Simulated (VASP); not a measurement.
C

The calculation's input:

```
PREC     = Accurate       # precision mode
ENCUT    = 520            # plane-wave cutoff, eV
EDIFF    = 1E-6           # SCF threshold, eV
ISMEAR   = 0              # smearing method
SIGMA    = 0.1            # smearing width, eV
LREAL    = False          # projectors in reciprocal space
LASPH    = True           # aspherical terms in the spheres
NELM     = 100            # most SCF steps
ALGO     = Fast           # electronic algorithm
ISIF     = 2              # what is computed and relaxed
LWAVE    = False          # write WAVECAR
LCHARG   = True           # write CHGCAR
GGA      = PS             # functional
LELF     = True           # ELF
LVHAR    = True         
NBANDS   = 8              # bands
```

Launched as:

```sh
cat potpaw_PBE.64/C/POTCAR > POTCAR
mpirun -np 1 vasp_std > vasp.out
```

Below, planes, directions and counts refer to the conventional cell (a = 2.51 Å, b = 2.66 Å, c = 3.76 Å, α = 90.00°, β = 90.00°, γ = 90.00°).

Space group Immm; changed on purpose from its base cell (Sn replaced by C, lengths x 0.728, strained and moved within the space group); computed pressure about −33 GPa in this cell.

Computed with Kohn-Sham DFT of a periodic cell, PBEsol, VASP PAW PBE potentials, recommended in VASP.

The density is the valence pseudo-density of a PAW calculation; it isn't the true density close to the nuclei.

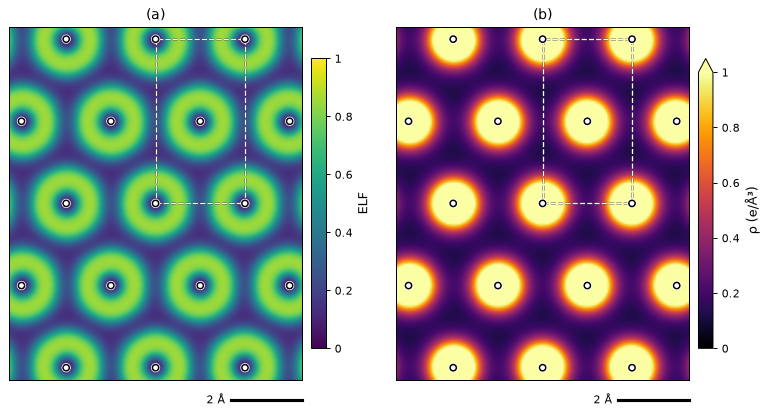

Figure 1. (a) ELF; (b) valence pseudo-density on the (011̄) plane of the conventional cell. Circles mark the nuclei in the plane (C).

Q: Read the bonding off the picture.

A:
- The plane passes through C nuclei.
- C–C (2.51 Å): ρ is about 0.21 e/Å³ halfway; the ELF peaks at about 0.85 in the valence shell of C, 0.7 Å from its nucleus, and drops to about 0.25 between the two atoms.
- C–C (2.62 Å): ρ at the midpoint is about 0.17 e/Å³; the ELF is about 0.20 at the midpoint; no shared electron pair shows on this line.
- Between the atoms the lowest density in this plane is 0.13 e/Å³.

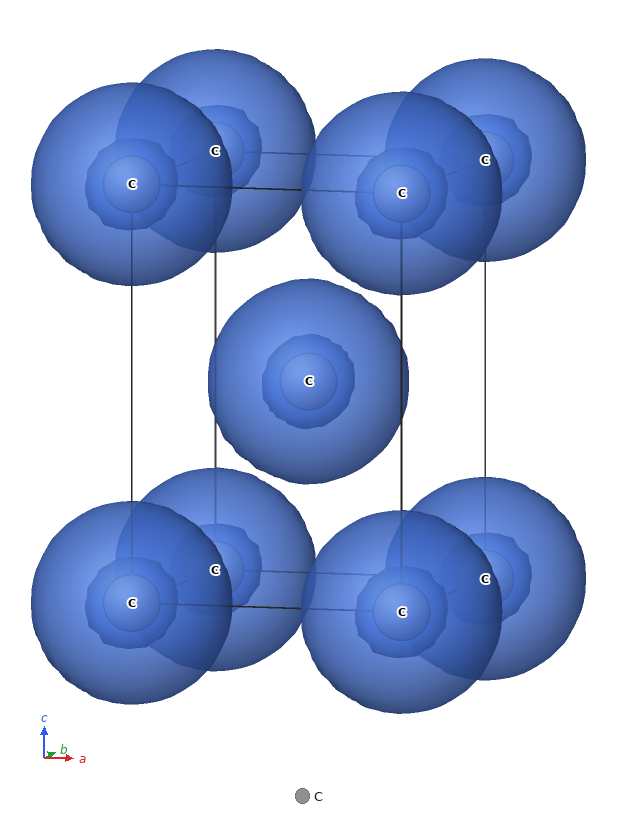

Figure 2. Isosurface of the ELF at 0.7 (blue), seen slightly off an axis. Core shells and regions of very low density are left out.

Q: Where are the electrons localised?

A: The ELF exceeds this value in two regions wrapped around C (the valence shell of each), counted in one cell of 2 atoms. Regions shared between cells count once.
